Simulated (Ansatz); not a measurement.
## TiO2: single-point calculation (part 1 of 2)

System: TiO2 (Pbcn, 48 atoms in the cell).
Method: DFT PBE, scalar-relativistic, plane waves, PAW, no spin polarisation (Ansatz 0.2.0).

The structure derives from an entry of the Crystallography Open Database.

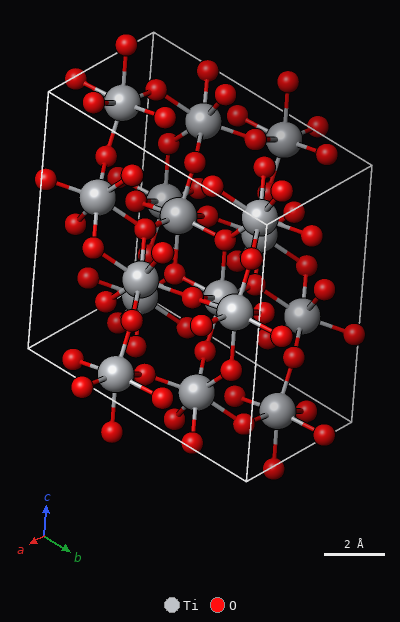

Figure 1. The structure as given in the input (ball-and-stick view of the cell of the calculation, seen slightly off an axis; bonded neighbours outside the cell are drawn too). An atom can appear more than once, as a periodic image.

Summary

- outcome: converged
- space group (tolerance 0.01 Å): Pbcn (60)
- electrons treated: 384
- free energy: −58217.6395 eV
- Fermi energy: 10.480 eV
- gap on the k-point mesh: 2.48 eV
- largest force (length of the vector): 0.702 eV/Å
- hardware: 4 threads of Arm Neoverse V2, 24 GiB of memory available, shared host
- wall time: 8.3 s (CPU time 32 s)
- peak memory: 2.6 GiB

Input
```yaml
crystal:
  lattice:
    - [-4.515, 5.497, 4.939]
    - [4.515, -5.497, 4.939]
    - [4.515, 5.497, -4.939]
  atoms:
    - { symbol: Ti, position: [0.2105, 0.125, 0.0855] }
    - { symbol: Ti, position: [0.7105, 0.625, 0.0855] }
    - { symbol: Ti, position: [0.7105, 0.125, 0.5855] }
    - { symbol: Ti, position: [0.2105, 0.625, 0.5855] }
    - { symbol: Ti, position: [0.0395, 0.125, 0.4145] }
    - { symbol: Ti, position: [0.5395, 0.625, 0.4145] }
    - { symbol: Ti, position: [0.5395, 0.125, 0.9145] }
    - { symbol: Ti, position: [0.0395, 0.625, 0.9145] }
    - { symbol: Ti, position: [0.7895, 0.375, 0.4145] }
    - { symbol: Ti, position: [0.2895, 0.875, 0.4145] }
    - { symbol: Ti, position: [0.2895, 0.375, 0.9145] }
    - { symbol: Ti, position: [0.7895, 0.875, 0.9145] }
    - { symbol: Ti, position: [0.9605, 0.375, 0.0855] }
    - { symbol: Ti, position: [0.4605, 0.875, 0.0855] }
    - { symbol: Ti, position: [0.4605, 0.375, 0.5855] }
    - { symbol: Ti, position: [0.9605, 0.875, 0.5855] }
    - { symbol: O, position: [0.394, 0.349, 0.331] }
    - { symbol: O, position: [0.894, 0.849, 0.331] }
    - { symbol: O, position: [0.894, 0.349, 0.831] }
    - { symbol: O, position: [0.394, 0.849, 0.831] }
    - { symbol: O, position: [0.018, 0.063, 0.169] }
    - { symbol: O, position: [0.518, 0.563, 0.169] }
    - { symbol: O, position: [0.518, 0.063, 0.669] }
    - { symbol: O, position: [0.018, 0.563, 0.669] }
    - { symbol: O, position: [0.856, 0.187, 0.455] }
    - { symbol: O, position: [0.356, 0.687, 0.455] }
    - { symbol: O, position: [0.356, 0.187, 0.955] }
    - { symbol: O, position: [0.856, 0.687, 0.955] }
    - { symbol: O, position: [0.732, 0.401, 0.045] }
    - { symbol: O, position: [0.232, 0.901, 0.045] }
    - { symbol: O, position: [0.232, 0.401, 0.545] }
    - { symbol: O, position: [0.732, 0.901, 0.545] }
    - { symbol: O, position: [0.606, 0.151, 0.169] }
    - { symbol: O, position: [0.106, 0.651, 0.169] }
    - { symbol: O, position: [0.106, 0.151, 0.669] }
    - { symbol: O, position: [0.606, 0.651, 0.669] }
    - { symbol: O, position: [0.982, 0.437, 0.331] }
    - { symbol: O, position: [0.482, 0.937, 0.331] }
    - { symbol: O, position: [0.482, 0.437, 0.831] }
    - { symbol: O, position: [0.982, 0.937, 0.831] }
    - { symbol: O, position: [0.144, 0.313, 0.045] }
    - { symbol: O, position: [0.644, 0.813, 0.045] }
    - { symbol: O, position: [0.644, 0.313, 0.545] }
    - { symbol: O, position: [0.144, 0.813, 0.545] }
    - { symbol: O, position: [0.268, 0.099, 0.455] }
    - { symbol: O, position: [0.768, 0.599, 0.455] }
    - { symbol: O, position: [0.768, 0.099, 0.955] }
    - { symbol: O, position: [0.268, 0.599, 0.955] }
basis:
  ecutwfc: 420
  fft_grid_basis: typed
kpoints:
  mp_grid: { grid: [2, 2, 2] }
hamiltonian:
  xc: pbe
  pseudopotentials: { kind: paw }
scf:
  occupations: { method: gaussian, width: 0.05 }
output:
  forces: true
  stress: false
  eigenvalues: true
  bader: false
  write_density: true
  volumetric_format: npy
```

Launch command:
```bash
ansatz run input.yaml --threads 4 --pin off --max-ram 10240MiB --backend cpu --events-out ev --progress --plain --runs-dir out
```

The program's output
```
Engine: ansatz 0.2.0, aarch64-unknown-linux-gnu
Pseudopotentials: kind: paw
Pseudopotential: Ti, paw, valence charge 12, recommended cutoff 420 eV (normal), Ti.paw.azcp
Pseudopotential: O, paw, valence charge 6, recommended cutoff 420 eV (normal), O.paw.azcp
Functional definition: PBE
  parameter kappa = 0.804
  parameter beta = 0.06672455060314922
  exchange = pbe_x(kappa = kappa, mu = beta*pi^2/3)
  correlation = pbe_c(beta = beta)
Crystal: 48 atoms, lattice volume = 490.323 Å³
Basis set: ecut = 420 eV, 9621 PW (Γ), exchange–correlation on 120×120×120 points (8 copies of the dense FFT grid, shifted against one another)
Bands: 240, of which v1, the nominal top of the filled ones, is band 192 counted from 1 (191 counted from 0)
Symmetry: 32 space group operations
Space group: Pbcn (ITA 60), of the structure as read, at distance tolerance 7.9e-5 Å
k-points: 5 of 8
Non-local potential: Ti, projectors of the file, l = 0: 3, l = 1: 2, l = 2: 3, l = 3: 1
Non-local potential: O, projectors of the file, l = 0: 2, l = 1: 2, l = 2: 1
PAW form: soft (Blöchl's): semilocal exchange-correlation on the pseudo side does not see the compensation charge
PAW one-centre angular grid: Ti, 590 points (default); XC on 64 Gauss nodes
PAW one-centre angular grid: O, 110 points (default); XC on 64 Gauss nodes
Initial density: superposition of atomic densities (neutral atoms: chi_scale 0, normalization atom), corrected by the library's trained network
Initial wavefunctions: pseudopotential atomic-orbital guess
Functional: x = pbe(κ = 0.804, μ = 0.2195149727645171), c = pbe(β = 0.06672455060314922)
SCF iter   1: F=—  HF=-58217.630968 eV  |F-HF|=—  |Δ(HF+E_count)|=         —  Δρ=3.93e-3  dr2=2.34e-2  ethr=1.77e-3  ⟨swp⟩=4.8  Hψ=4531  notcnv=0
preconditioner: auto → Resta (q_TF=auto, 2.619 Å⁻¹)  ε∞=8.9  [insulator: Δε(μ)=2.458 eV  Ē_g=9.567 eV  σ=0.050 eV  W_gap=1.00  n_scr=154 (ndim 8)  ℏωp=26.8 eV  f_vac=0.018  D(μ)=0.00/eV (n_scr^D=0)  ε∞_Penn≈8.9]
SCF iter   2: F=—  HF=-58217.636343 eV  |F-HF|=—  |Δ(HF+E_count)|=   5.38e-3  Δρ=2.10e-3  dr2=7.37e-3  ethr=6.09e-6  ⟨swp⟩=3.0  Hψ=2405  notcnv=0
SCF iter   3: F=—  HF=-58217.639344 eV  |F-HF|=—  |Δ(HF+E_count)|=   3.00e-3  Δρ=1.09e-3  dr2=2.83e-3  ethr=1.92e-6  ⟨swp⟩=2.0  Hψ=1495  notcnv=0
automatic band count: iteration 3 solves 222 bands in place of 240: the levels show a gap, and the empty bands left out lie too high to hold charge; the band table lists the bands solved (type scf.n_extra_bands for more)
SCF iter   4: F=—  HF=-58217.640102 eV  |F-HF|=—  |Δ(HF+E_count)|=   7.58e-4  Δρ=1.41e-4  dr2=5.29e-5  ethr=7.37e-7  ⟨swp⟩=2.0  Hψ=1492  notcnv=0
SCF iter   5: F=—  HF=-58217.639514 eV  |F-HF|=—  |Δ(HF+E_count)|=   5.88e-4  Δρ=3.84e-5  dr2=5.01e-6  ethr=1.38e-8  ⟨swp⟩=2.0  Hψ=1832  notcnv=0
SCF iter   6: F=—  HF=-58217.639516 eV  |F-HF|=—  |Δ(HF+E_count)|=   2.14e-6  Δρ=9.17e-6  dr2=4.13e-7  ethr=1.30e-9  ⟨swp⟩=3.0  Hψ=2071  notcnv=0
SCF iter   7: F=-58217.639517 eV  HF=-58217.639517 eV  |F-HF|=2.30e-8  |Δ(HF+E_count)|=   2.63e-7  Δρ=2.68e-6  dr2=3.98e-8  ethr=2.60e-11  ⟨swp⟩=7.8  Hψ=4035  notcnv=0
SCF 1 converged in 7 iterations: F = -58217.639517 eV  dr2 = 3.98e-8
  greatest PAW one-centre occupation: 0.999 electrons in one spin orbital (limit 2), on the Ti atom at site 15 (counted from 0), in its partial waves of l = 0
SCF converged after 7 iterations
Free energy (F): -58217.639517 eV
Harris-Foulkes:  -58217.639517 eV  (|F-HF|=2.30e-8)
Internal energy: -58217.639517 eV  (E = F + TS)
E sigma→0 (E₀):  -58217.639517 eV
Fermi energy:    10.479556 eV
--- Per-component energies (eV) ---
  E_band       = -2989.373417
  E_kinetic    = 9990.531858
  E_local      = -24127.841281  (includes V_loc(G=0)·N_el)
  E_nonlocal   = 1575.906311
  E_hartree    = 9189.867365
  E_xc         = -3945.528870
  E_vxc        = -4997.443352  (∫ρ·V_xc dr)
  E_paw        = -21779.131011  (= ΣΔE_a)
  E_vpaw       = -3810.330146  (= ΣTr[D̂ρ^β])
  E_aug_tail   = 0.080384  (compensation charges beyond the density's cutoff)
  E_ewald      = -29121.524273
  E_smearing   = -0.000000  (= −TS)
  E_closure    = 0.000000  (closes the sum)
  Σ components = -58217.639517   (vs F -58217.639517, Δ=0.00e0)
--- Forces (eV/Å), atoms counted from 1 ---
  atom   1  Ti     0.00000000     0.09253023    -0.00000000
  atom   2  Ti    -0.00000000     0.09253023    -0.00000000
  atom   3  Ti    -0.00000000     0.09253023     0.00000000
  atom   4  Ti     0.00000000     0.09253023    -0.00000000
  atom   5  Ti    -0.00000000    -0.09253023     0.00000000
  atom   6  Ti    -0.00000000    -0.09253023    -0.00000000
  atom   7  Ti    -0.00000000    -0.09253023     0.00000000
  atom   8  Ti    -0.00000000    -0.09253023     0.00000000
  atom   9  Ti    -0.00000000    -0.09253023    -0.00000000
  atom  10  Ti     0.00000000    -0.09253023    -0.00000000
  atom  11  Ti     0.00000000    -0.09253023     0.00000000
  atom  12  Ti    -0.00000000    -0.09253023    -0.00000000
  atom  13  Ti     0.00000000     0.09253023    -0.00000000
  atom  14  Ti     0.00000000     0.09253023    -0.00000000
  atom  15  Ti     0.00000000     0.09253023    -0.00000000
  atom  16  Ti     0.00000000     0.09253023     0.00000000
  atom  17  O     -0.68939495    -0.07411545     0.11287154
  atom  18  O     -0.68939495    -0.07411545     0.11287154
  atom  19  O     -0.68939495    -0.07411545     0.11287154
  atom  20  O     -0.68939495    -0.07411545     0.11287154
  atom  21  O      0.68939495     0.07411545     0.11287154
  atom  22  O      0.68939495     0.07411545     0.11287154
  atom  23  O      0.68939495     0.07411545     0.11287154
  atom  24  O      0.68939495     0.07411545     0.11287154
  atom  25  O     -0.68939495     0.07411545    -0.11287154
  atom  26  O     -0.68939495     0.07411545    -0.11287154
  atom  27  O     -0.68939495     0.07411545    -0.11287154
  atom  28  O     -0.68939495     0.07411545    -0.11287154
  atom  29  O      0.68939495    -0.07411545    -0.11287154
  atom  30  O      0.68939495    -0.07411545    -0.11287154
  atom  31  O      0.68939495    -0.07411545    -0.11287154
  atom  32  O      0.68939495    -0.07411545    -0.11287154
  atom  33  O      0.68939495     0.07411545    -0.11287154
  atom  34  O      0.68939495     0.07411545    -0.11287154
  atom  35  O      0.68939495     0.07411545    -0.11287154
  atom  36  O      0.68939495     0.07411545    -0.11287154
  atom  37  O     -0.68939495    -0.07411545    -0.11287154
  atom  38  O     -0.68939495    -0.07411545    -0.11287154
  atom  39  O     -0.68939495    -0.07411545    -0.11287154
  atom  40  O     -0.68939495    -0.07411545    -0.11287154
  atom  41  O      0.68939495    -0.07411545     0.11287154
  atom  42  O      0.68939495    -0.07411545     0.11287154
  atom  43  O      0.68939495    -0.07411545     0.11287154
  atom  44  O      0.68939495    -0.07411545     0.11287154
  atom  45  O     -0.68939495     0.07411545     0.11287154
  atom  46  O     -0.68939495     0.07411545     0.11287154
  atom  47  O     -0.68939495     0.07411545     0.11287154
  atom  48  O     -0.68939495     0.07411545     0.11287154
  max |Σ_I F_I| component: 7.77e-16 eV/Å
--- Band table (eV; the first three rows and the last of 5) ---
  k-point 0: bands = ["-47.2848", "-47.2733", "-47.2733", "-47.2623", "-47.2618", "-47.2618", "-47.2618", "-47.2618", "-47.2618", "-47.2618", "-47.2618", "-47.2618", "-47.2525", "-47.2502", "-47.2502", "-47.2479", "-23.7486", "-23.6820", "-23.6820", "-23.6728", "-23.6728", "-23.6728", "-23.6728", "-23.6652", "-23.6591", "-23.6591", "-23.6591", "-23.6591", "-23.6247", "-23.6033", "-23.6033", "-23.5898", "-23.5856", "-23.5856", "-23.5684", "-23.5428", "-23.5340", "-23.5239", "-23.5239", "-23.5239",
      "-23.5239", "-23.5086", "-23.5086", "-23.5086", "-23.5086", "-23.4931", "-23.4873", "-23.4873", "-23.4743", "-23.4743", "-23.4698", "-23.4698", "-23.4698", "-23.4698", "-23.4568", "-23.4549", "-23.4434", "-23.4434", "-23.4425", "-23.4425", "-23.4425", "-23.4425", "-23.4299", "-23.4289", "-8.8350", "-8.0953", "-8.0953", "-7.6936", "-7.6936", "-7.6936", "-7.6936", "-7.6590", "-7.6202", "-7.6202", "-7.6202", "-7.6202", "-7.5197", "-7.5197", "-7.4551", "-7.3172",
      "-7.2171", "-7.2171", "-7.2171", "-7.2171", "-7.1733", "-7.1476", "-7.1476", "-7.1476", "-7.1476", "-7.1207", "-7.1207", "-7.0858", "-6.9334", "-6.9123", "-6.9123", "-6.7640", "4.0361", "4.1592", "4.3928", "4.3928", "4.5652", "4.5652", "4.6193", "4.6795", "4.6795", "4.6795", "4.6795", "4.7086", "4.7461", "4.7461", "4.7461", "4.7461", "4.9513", "4.9513", "4.9513", "4.9513", "5.0046", "5.1404", "5.1404", "5.1882",
      "5.2019", "5.3306", "5.3306", "5.3306", "5.3306", "5.8261", "5.8398", "5.8588", "5.8588", "5.8943", "5.8943", "5.9729", "6.1305", "6.1305", "6.1305", "6.1305", "6.2126", "6.2126", "6.2126", "6.2126", "6.3259", "6.4953", "6.4953", "6.5076", "6.6008", "6.6519", "6.6519", "6.7711", "6.7711", "6.7831", "6.8330", "6.8690", "6.8690", "6.8690", "6.8690", "7.0166", "7.0759", "7.0759", "7.0759", "7.0759",
      "7.3474", "7.3474", "7.3474", "7.3474", "7.3551", "7.3551", "7.7067", "7.7607", "7.8917", "7.8917", "7.8917", "7.8917", "8.0561", "8.0561", "8.1603", "8.3522", "8.3647", "8.5183", "8.5183", "8.5183", "8.5183", "8.6818", "8.6818", "8.6818", "8.6818", "8.7027", "8.7027", "8.7160", "8.8166", "8.8166", "9.1980", "9.2414", "11.7178", "11.8256", "11.8753", "11.8852", "11.9486", "11.9486", "11.9486", "11.9486",
      "11.9899", "11.9899", "12.0108", "12.0108", "12.0916", "12.0916", "12.0916", "12.0916", "12.2046", "12.2596", "12.3268", "12.3268", "12.6730", "12.6730", "12.6730", "12.6730", "12.7675", "12.7675", "12.7675", "12.7675", "12.7964", "12.7964"]
```
